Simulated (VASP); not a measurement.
Ba: geometry relaxation (part 1 of 3)

- system: Ba (slab, 4 atoms in the cell)
- method: Kohn-Sham DFT of a periodic cell, PBE, VASP PAW PBE potentials, recommended (VASP 6.6.1)

The structure derives from an entry of the Crystallography Open Database. The run did not end well. It belongs to a series of runs on one base structure; here: the (1 1 1) slab of Ba, cut from the database cell, not relaxed.

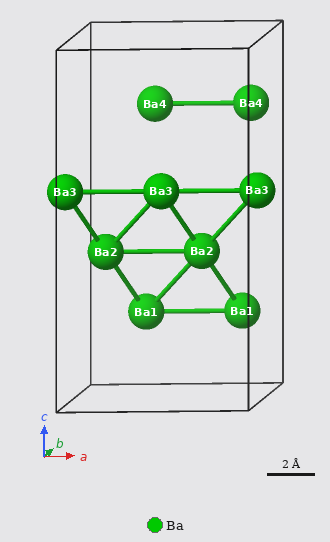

**Figure 1.** The structure as given in the input (ball-and-stick view of the 2 × 1 repeat of the cell, with the vacuum cut short, seen slightly off an axis; atoms are numbered from 1 in the order of the input).

## Outcome

| quantity | value |
| --- | --- |
| outcome | stopped at the time limit |
| final volume | 657.75 Å³ |
| hardware | 1 thread of AMD EPYC 7571, 128 GiB of memory available, shared host |
| wall time | 56 min |
| peak memory | 0.76 GiB |

The run was cut off by its time limit, so the output is incomplete.

## INCAR
```
SYSTEM = Ba
ALGO     = Normal         ! electronic algorithm
DIPOL    = 0.5 0.5 0.500
EDIFF    = 1E-6           ! SCF threshold, eV
EDIFFG   = -0.01          ! ionic threshold
ENCUT    = 520            ! plane-wave cutoff, eV
GGA      = PE             ! functional
IBRION   = 2              ! ionic algorithm
IDIPOL   = 3            
ISIF     = 2              ! what is computed and relaxed
ISMEAR   = 0              ! smearing method
LASPH    = .True.         ! aspherical terms in the spheres
LCHARG   = .False.        ! write CHGCAR
LDIPOL   = .True.       
LREAL    = .False.        ! projectors in reciprocal space
LWAVE    = .False.        ! write WAVECAR
NELM     = 80             ! most SCF steps
NSW      = 40             ! ionic steps
PREC     = Accurate       ! precision mode
SIGMA    = 0.05           ! smearing width, eV
```

## KPOINTS
```
k-points
0
Gamma
  7 4 1
  0 0 0
```

## POSCAR
```
Ba
1.0
    4.1405947640      0.0000000000      0.0000000000
    1.8461236696      6.6610755435      0.0000000000
    0.0000000000      0.0000000000     23.8482756677
Ba
4
Selective dynamics
Direct
    0.6735181406      0.7322527195      0.3144881460  F F F
    0.3470362812      0.4645054390      0.4381627153  F F F
    0.0205544218      0.1967581585      0.5618372847  T T T
    0.6940725624      0.9290108780      0.6855118540  T T T
```

Command:
```bash
cat potpaw_PBE.64/Ba_sv/POTCAR > POTCAR
mpirun -np 1 vasp_std > vasp.out
```

## OSZICAR
```
N       E                     dE             d eps       ncg     rms          rms(c)
DAV:   1     0.389253516495E+03    0.38925E+03   -0.14161E+04   840   0.118E+03
DAV:   2     0.541117052698E+02   -0.33514E+03   -0.33266E+03  1128   0.239E+02
DAV:   3    -0.451064844790E+01   -0.58622E+02   -0.58432E+02  1200   0.104E+02
DAV:   4    -0.622132328431E+01   -0.17107E+01   -0.17012E+01   952   0.198E+01
DAV:   5    -0.630455433127E+01   -0.83231E-01   -0.83136E-01  1160   0.354E+00    0.486E+00
DAV:   6    -0.487301022804E+01    0.14315E+01   -0.11390E+01   952   0.793E+00    0.277E+00
DAV:   7    -0.467183381263E+01    0.20118E+00   -0.32301E+00   952   0.350E+00    0.148E+00
DAV:   8    -0.582013735654E+01   -0.11483E+01   -0.16228E+01   992   0.509E+00    0.328E+00
DAV:   9    -0.454917053117E+01    0.12710E+01   -0.93310E+00   960   0.341E+00    0.446E-01
DAV:  10    -0.457026638011E+01   -0.21096E-01   -0.52802E-01   960   0.136E+00    0.448E-01
DAV:  11    -0.456479511325E+01    0.54713E-02   -0.34500E-01   936   0.857E-01    0.271E-01
DAV:  12    -0.456186378644E+01    0.29313E-02   -0.23711E-02   960   0.301E-01    0.132E-01
DAV:  13    -0.456148033423E+01    0.38345E-03   -0.12103E-02   960   0.182E-01    0.618E-02
DAV:  14    -0.456243529800E+01   -0.95496E-03   -0.30824E-03   960   0.119E-01    0.474E-02
DAV:  15    -0.456262218094E+01   -0.18688E-03   -0.17168E-03   952   0.836E-02    0.254E-02
DAV:  16    -0.456260345854E+01    0.18722E-04   -0.58771E-04   960   0.497E-02    0.166E-02
DAV:  17    -0.456257013130E+01    0.33327E-04   -0.18005E-04   920   0.299E-02    0.849E-03
DAV:  18    -0.456260492820E+01   -0.34797E-04   -0.86859E-05   832   0.222E-02    0.490E-03
DAV:  19    -0.456271887684E+01   -0.11395E-03   -0.24900E-05   848   0.170E-02    0.407E-03
DAV:  20    -0.456280705149E+01   -0.88175E-04   -0.32894E-05   688   0.178E-02    0.366E-03
DAV:  21    -0.456285887401E+01   -0.51823E-04   -0.22445E-05   664   0.134E-02    0.164E-03
DAV:  22    -0.456287189249E+01   -0.13018E-04   -0.36120E-06   680   0.692E-03    0.883E-04
DAV:  23    -0.456287436937E+01   -0.24769E-05   -0.83767E-07   608   0.365E-03    0.451E-04
DAV:  24    -0.456287497100E+01   -0.60163E-06   -0.24991E-07   648   0.138E-03
   1 F= -.45628750E+01 E0= -.45553356E+01  d E =-.456287E+01
       N       E                     dE             d eps       ncg     rms          rms(c)
DAV:   1    -0.457044277449E+01   -0.75684E-02   -0.75991E-01   720   0.378E+00    0.128E-01
DAV:   2    -0.458779216006E+01   -0.17349E-01   -0.19797E-01   960   0.992E-01    0.447E-01
DAV:   3    -0.457156176293E+01    0.16230E-01   -0.18643E-01   992   0.489E-01    0.617E-02
DAV:   4    -0.457152360753E+01    0.38155E-04   -0.21201E-03  1048   0.124E-01    0.279E-02
DAV:   5    -0.457150030411E+01    0.23303E-04   -0.33569E-04   968   0.427E-02    0.135E-02
DAV:   6    -0.457150343197E+01   -0.31279E-05   -0.99972E-05   928   0.210E-02    0.787E-03
DAV:   7    -0.457150336482E+01    0.67152E-07   -0.30114E-05   720   0.114E-02    0.266E-03
DAV:   8    -0.457150375186E+01   -0.38703E-06   -0.17830E-06   688   0.465E-03
   2 F= -.45715038E+01 E0= -.45640295E+01  d E =-.862878E-02
       N       E                     dE             d eps       ncg     rms          rms(c)
DAV:   1    -0.458399345647E+01   -0.12490E-01   -0.68556E+00   720   0.106E+01    0.369E-01
DAV:   2    -0.472833734542E+01   -0.14434E+00   -0.16292E+00   960   0.264E+00    0.121E+00
DAV:   3    -0.459331872805E+01    0.13502E+00   -0.13411E+00  1040   0.121E+00    0.159E-01
DAV:   4    -0.459340448098E+01   -0.85753E-04   -0.14187E-02  1008   0.316E-01    0.760E-02
DAV:   5    -0.459328550007E+01    0.11898E-03   -0.26777E-03   960   0.109E-01    0.319E-02
DAV:   6    -0.459331526533E+01   -0.29765E-04   -0.21542E-04   952   0.447E-02    0.160E-02
DAV:   7    -0.459332466227E+01   -0.93969E-05   -0.20011E-04   872   0.236E-02    0.101E-02
DAV:   8    -0.459332203317E+01    0.26291E-05   -0.95505E-05   896   0.169E-02    0.396E-03
DAV:   9    -0.459332290181E+01   -0.86864E-06   -0.48220E-06   712   0.686E-03
   3 F= -.45933229E+01 E0= -.45860147E+01  d E =-.304479E-01
       N       E                     dE             d eps       ncg     rms          rms(c)
DAV:   1    -0.457304970569E+01    0.20272E-01   -0.27590E+01   720   0.201E+01    0.769E-01
DAV:   2    -0.507494679482E+01   -0.50190E+00   -0.57963E+00   960   0.495E+00    0.206E+00
DAV:   3    -0.461891023584E+01    0.45604E+00   -0.40551E+00  1080   0.246E+00    0.292E-01
DAV:   4    -0.462085239034E+01   -0.19422E-02   -0.57795E-02   960   0.582E-01    0.184E-01
DAV:   5    -0.462058913413E+01    0.26326E-03   -0.38371E-02   960   0.294E-01    0.123E-01
DAV:   6    -0.461987541948E+01    0.71371E-03   -0.53311E-03   960   0.124E-01    0.581E-02
DAV:   7    -0.461994284246E+01   -0.67423E-04   -0.16987E-03   960   0.703E-02    0.243E-02
DAV:   8    -0.461993547721E+01    0.73653E-05   -0.61137E-04   960   0.416E-02    0.102E-02
DAV:   9    -0.461993765647E+01   -0.21793E-05   -0.60328E-05   952   0.172E-02    0.355E-03
DAV:  10    -0.461994012550E+01   -0.24690E-05   -0.41655E-06   720   0.613E-03    0.249E-03
DAV:  11    -0.461994144083E+01   -0.13153E-05   -0.24538E-06   720   0.384E-03    0.118E-03
DAV:  12    -0.461994194139E+01   -0.50056E-06   -0.89181E-07   704   0.212E-03
   4 F= -.46199419E+01 E0= -.46128548E+01  d E =-.570670E-01
       N       E                     dE             d eps       ncg     rms          rms(c)
DAV:   1    -0.441220657905E+01    0.20773E+00   -0.11446E+02   720   0.393E+01    0.144E+00
DAV:   2    -0.604120197827E+01   -0.16290E+01   -0.19232E+01   960   0.900E+00    0.348E+00
DAV:   3    -0.460416177350E+01    0.14370E+01   -0.11471E+01  1064   0.370E+00    0.527E-01
DAV:   4    -0.463857872193E+01   -0.34417E-01   -0.59574E-01   960   0.123E+00    0.611E-01
DAV:   5    -0.461627868569E+01    0.22300E-01   -0.29815E-01   920   0.774E-01    0.245E-01
DAV:   6    -0.461695631297E+01   -0.67763E-03   -0.96629E-03   960   0.248E-01    0.136E-01
DAV:   7    -0.461675975660E+01    0.19656E-03   -0.49613E-03   952   0.147E-01    0.299E-02
DAV:   8    -0.461682780124E+01   -0.68045E-04   -0.31872E-04  1056   0.532E-02    0.137E-02
DAV:   9    -0.461684740491E+01   -0.19604E-04   -0.65489E-05   960   0.241E-02    0.964E-03
DAV:  10    -0.461685555172E+01   -0.81468E-05   -0.38944E-05   840   0.121E-02    0.436E-03
DAV:  11    -0.461686027920E+01   -0.47275E-05   -0.15463E-05   720   0.845E-03    0.353E-03
DAV:  12    -0.461686171919E+01   -0.14400E-05   -0.50470E-06   720   0.424E-03    0.185E-03
DAV:  13    -0.461686339945E+01   -0.16803E-05   -0.16412E-06   712   0.272E-03    0.106E-03
DAV:  14    -0.461686447218E+01   -0.10727E-05   -0.69087E-07   720   0.177E-03    0.637E-04
DAV:  15    -0.461686536626E+01   -0.89407E-06   -0.30598E-07   696   0.113E-03
   5 F= -.46168654E+01 E0= -.46098606E+01  d E =-.539904E-01
       N       E                     dE             d eps       ncg     rms          rms(c)
DAV:   1    -0.457581286097E+01    0.41052E-01   -0.29333E+01   720   0.188E+01    0.753E-01
DAV:   2    -0.482212202003E+01   -0.24631E+00   -0.28352E+00   960   0.381E+00    0.132E+00
DAV:   3    -0.463975985866E+01    0.18236E+00   -0.25638E+00  1176   0.203E+00    0.459E-01
DAV:   4    -0.462672701894E+01    0.13033E-01   -0.13738E-01   952   0.569E-01    0.145E-01
DAV:   5    -0.462704005727E+01   -0.31304E-03   -0.22068E-02   960   0.236E-01    0.120E-01
DAV:   6    -0.462661118319E+01    0.42887E-03   -0.70074E-03   920   0.129E-01    0.535E-02
DAV:   7    -0.462666482129E+01   -0.53638E-04   -0.14966E-03  1072   0.744E-02    0.258E-02
DAV:   8    -0.462667462919E+01   -0.98079E-05   -0.36048E-04   928   0.325E-02    0.108E-02
DAV:   9    -0.462668160946E+01   -0.69803E-05   -0.10141E-04   896   0.201E-02    0.527E-03
DAV:  10    -0.462668501138E+01   -0.34019E-05   -0.30626E-05   800   0.839E-03    0.280E-03
DAV:  11    -0.462668678044E+01   -0.17691E-05   -0.33273E-06   712   0.513E-03    0.157E-03
DAV:  12    -0.462668763589E+01   -0.85545E-06   -0.12490E-06   680   0.247E-03
   6 F= -.46266876E+01 E0= -.46196972E+01  d E =-.638127E-01
       N       E                     dE             d eps       ncg     rms          rms(c)
DAV:   1    -0.463275123484E+01   -0.60645E-02   -0.49188E+00   720   0.887E+00    0.325E-01
DAV:   2    -0.464345994562E+01   -0.10709E-01   -0.12983E-01   736   0.147E+00    0.185E-01
DAV:   3    -0.466459075275E+01   -0.21131E-01   -0.35294E-01  1200   0.633E-01    0.512E-01
DAV:   4    -0.464227531691E+01    0.22315E-01   -0.21923E-01   992   0.418E-01    0.549E-02
DAV:   5    -0.464247656369E+01   -0.20125E-03   -0.30681E-03   952   0.117E-01    0.380E-02
DAV:   6    -0.464243084746E+01    0.45716E-04   -0.75003E-04   960   0.513E-02    0.165E-02
DAV:   7    -0.464244453251E+01   -0.13685E-04   -0.62146E-05   984   0.197E-02    0.941E-03
DAV:   8    -0.464244474177E+01   -0.20926E-06   -0.39364E-05   896   0.124E-02    0.257E-03
DAV:   9    -0.464244523644E+01   -0.49468E-06   -0.38564E-06   720   0.507E-03
   7 F= -.46424452E+01 E0= -.46355061E+01  d E =-.157576E-01
       N       E                     dE             d eps       ncg     rms          rms(c)
DAV:   1    -0.459365626003E+01    0.48788E-01   -0.44902E+01   720   0.267E+01    0.941E-01
DAV:   2    -0.468003451130E+01   -0.86378E-01   -0.10349E+00   720   0.451E+00    0.363E-01
DAV:   3    -0.478509576372E+01   -0.10506E+00   -0.12340E+00  1200   0.141E+00    0.107E+00
DAV:   4    -0.468376311755E+01    0.10133E+00   -0.96305E-01   992   0.867E-01    0.170E-01
DAV:   5    -0.468502321758E+01   -0.12601E-02   -0.16477E-02   960   0.281E-01    0.114E-01
DAV:   6    -0.468457712614E+01    0.44609E-03   -0.75362E-03   960   0.140E-01    0.506E-02
DAV:   7    -0.468465217583E+01   -0.75050E-04   -0.44075E-04   944   0.509E-02    0.257E-02
DAV:   8    -0.468466817924E+01   -0.16003E-04   -0.31535E-04   960   0.377E-02    0.902E-03
DAV:   9    -0.468467158579E+01   -0.34066E-05   -0.59234E-05   944   0.184E-02    0.589E-03
DAV:  10    -0.468467661816E+01   -0.50324E-05   -0.85712E-06   896   0.941E-03    0.387E-03
DAV:  11    -0.468467890369E+01   -0.22855E-05   -0.26810E-06   720   0.430E-03    0.256E-03
   8 F= -.46846789E+01 E0= -.46778446E+01  d E =-.136685E-01
```

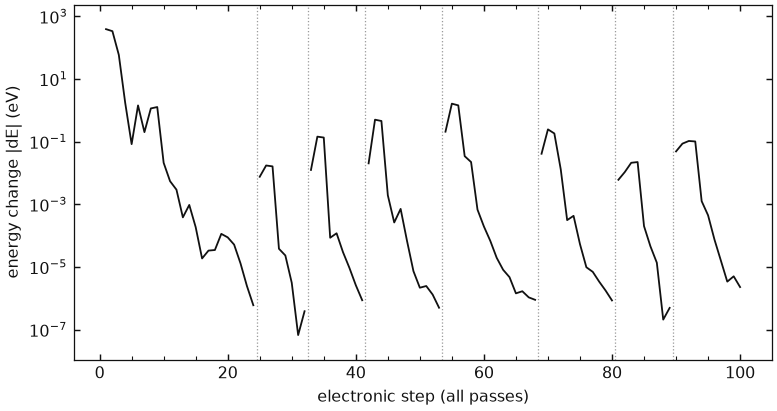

**Figure 2.** Convergence of the self-consistent field: energy change |dE| against the electronic step. Each stretch between dotted lines is the SCF of one geometry step of a relaxation. The 8 ionic steps take 8 to 24 electronic steps each. The density is held fixed in the first few steps, and dE rises again when its update begins.

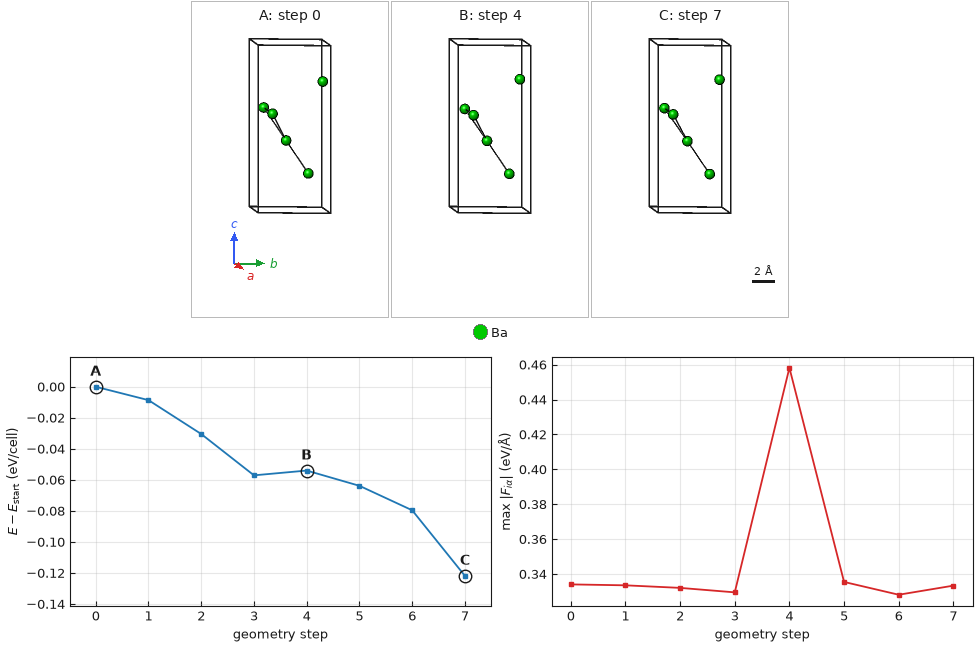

**Figure 3.** Frames of the relaxation (ball-and-stick view of the cell of the calculation, with the vacuum cut short, seen slightly off an axis) above the curves, on which the letters mark them (steps are counted from 0).

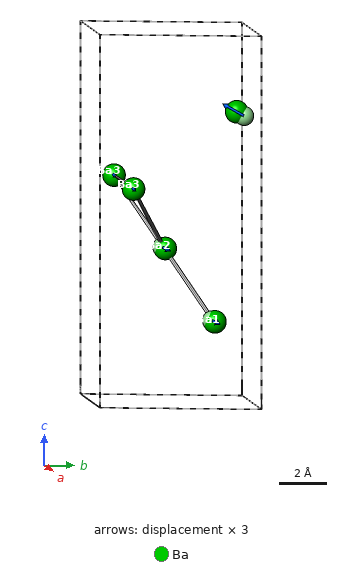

**Figure 4.** Start (faint) and end (solid) with the displacements as blue arrows, magnified 3 times (ball-and-stick view of the cell of the calculation, with the vacuum cut short, seen slightly off an axis). The run was cut off at its time limit before the relaxation converged, so the last structure is only a point on the way. Ba4 moves most: 0.36 Å. The cell stays as it was. Distances before and after: Ba3–Ba4 3.910 → 4.307 Å, Ba2–Ba3 3.910 → 3.950 Å. Among the angles that change: Ba4–Ba3–Ba4 61.8° → 56.7°, Ba3–Ba3–Ba4 123.7° → 119.6°, Ba3–Ba3–Ba4 56.3° → 60.4°. Over 7 geometry steps the energy falls by 0.122 eV per cell of the calculation. Largest force component: 0.33 eV/Å at the start, 0.33 eV/Å at the end. (Atoms are counted from 1 in the order of the input.)

## Parts of OUTCAR
```
SYSTEM = Ba
   EDIFF = 1E-6
   EDIFFG = -0.01
   ENCUT = 520
   GGA = PE
   IBRION = 2
   ISIF = 2
   ISMEAR = 0
   LASPH = .True.
   LREAL = .False.
   NELM = 80
   NSW = 40
   PREC = Accurate

 ion  position               nearest neighbor table
   1  0.674  0.732  0.314-   2 3.91   2 4.14
   2  0.347  0.465  0.438-   1 3.91   3 3.91   1 4.14   3 4.14
   3  0.021  0.197  0.562-   4 3.91   2 3.91   4 4.14   2 4.14
   4  0.694  0.929  0.686-   3 3.91   3 4.14

  LATTYP: Found a simple monoclinic cell.
 ALAT       =     4.1405947640
 B/A-ratio  =     5.7596256159
 C/A-ratio  =     1.6693665572
 COS(beta)  =    -0.2670830659

  Lattice vectors:

 A1 = (   4.1405947640,   0.0000000000,   0.0000000000)
 A2 = (   0.0000000000,   0.0000000000,  23.8482756677)
 A3 = (  -1.8461236696,  -6.6610755435,   0.0000000000)

Analysis of symmetry for initial positions (statically):
=====================================================================
 Subroutine PRICEL returns:
 Original cell was already a primitive cell.

 Routine SETGRP: Setting up the symmetry group for a
 simple monoclinic supercell.

 Subroutine GETGRP returns: Found  2 space group operations
 (whereof  1 operations were pure point group operations)
 out of a pool of  4 trial point group operations.

The static configuration has the point symmetry C_1 .
 The point group associated with its full space group is S_2 .

Analysis of symmetry for dynamics (positions and initial velocities):
=====================================================================
 Subroutine PRICEL returns:
 Original cell was already a primitive cell.

 Routine SETGRP: Setting up the symmetry group for a
 simple monoclinic supercell.

 Subroutine GETGRP returns: Found  2 space group operations
 (whereof  1 operations were pure point group operations)
 out of a pool of  4 trial point group operations.

The dynamic configuration has the point symmetry C_1 .
 The point group associated with its full space group is S_2 .

Analysis of constrained symmetry for selective dynamics:
=====================================================================
 Subroutine PRICEL returns:
 Original cell was already a primitive cell.

 Routine SETGRP: Setting up the symmetry group for a
 simple monoclinic supercell.

 Subroutine GETGRP returns: Found  1 space group operations
 (whereof  1 operations were pure point group operations)
 out of a pool of  4 trial point group operations.

The constrained configuration has the point symmetry C_1 .

 Subroutine INISYM returns: Found  1 space group operations
 (whereof  1 operations are pure point group operations),
 and found     1 'primitive' translations
```
